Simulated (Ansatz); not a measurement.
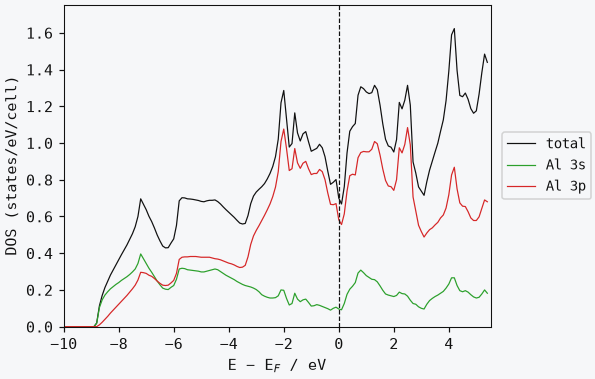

Density of states of Al, space group P6/mmm (No. 191), 2 atoms in the cell. Method: DFT PBE, scalar-relativistic, plane waves, PAW, no spin polarisation, 15×15×20 k mesh, 420 eV cutoff (Ansatz). Energies are counted from the Fermi level. The partial curves are projected on Löwdin-orthogonalised atomic shells.

It is a metal. The density of states at the Fermi level is about 0.74 per eV and cell (mean within 0.25 eV), or 0.37 per atom. By projected weight, the states within 0.3 eV of the Fermi level are Al 3p (85 %) and Al 3s (15 %).

The structure is an invented one, so it need not be a known or stable phase.
